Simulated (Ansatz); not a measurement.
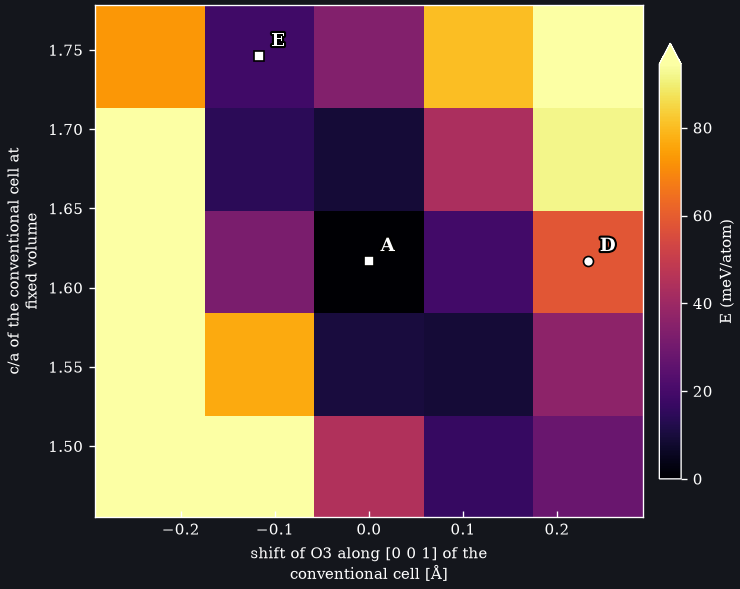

ZnO (P6_3mc, No. 186; 4 atoms in the cell). The energy is mapped over a free internal coordinate and the cell. Coordinates scanned: (1) shift of O3 along [0 0 1] of the conventional cell, Cartesian (0 0 1), its symmetry partners moved as symmetry demands (measured in the relaxed cell); (2) c/a of the conventional cell at fixed volume. Nothing is relaxed (all other coordinates fixed). The grid has 5 × 5 points. Points are written as (first, second). All energies are given in meV/atom relative to the lowest grid point. Computed with DFT LDA, scalar-relativistic, plane waves, PAW in Ansatz 0.2.0. Settings: cutoff 520 eV, k-mesh 12×12×6 in the order of the run's cell vectors, gaussian smearing 0.05 eV, no spin polarisation.

Drawn: one coloured cell a grid point, one colour for all values above the top of the scale, lettered points.

Rank the lettered points by energy, lowest first.

A (0 meV/atom), E (19 meV/atom), D (58 meV/atom).

PAW datasets: the set soft_1.
